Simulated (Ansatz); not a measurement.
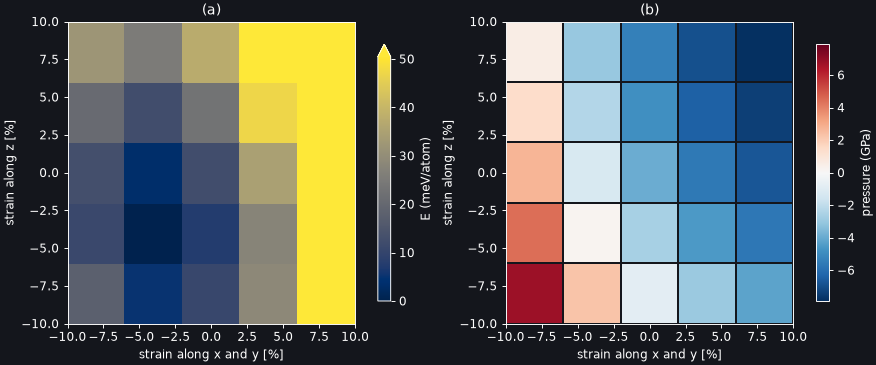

LiH (Fm-3m, No. 225; 2 atoms in the cell). The cell is strained homogeneously, by one strain along x and y and another along z, with fractional coordinates fixed (x, y and z along the cube axes). The first coordinate is: strain along x and y; the second: strain along z. The grid has 5 × 5 points. Energies are in meV/atom, from the lowest grid point. The reference cell is the one listed in the database, not relaxed at this level. Method: DFT LDA, scalar-relativistic, plane waves, PAW (Ansatz 0.2.0). Settings: cutoff 420 eV, k-mesh 10×10×10, gaussian smearing 0.05 eV, no spin polarisation.

Panel (a) is the energy and panel (b) the computed pressure on the same grid.

In the figure: one coloured cell a grid point, one colour for all values above the top of the scale.

**How does the pressure vary over the map, and what is it at the lowest grid point?**

It runs from −7.9 GPa at strain along x and y = 8 %, strain along z = 8 % to 6.7 GPa at strain along x and y = −8 %, strain along z = −8 %. At the lowest grid point, strain along x and y = −4 %, strain along z = −4 %, it is 0.2 GPa.
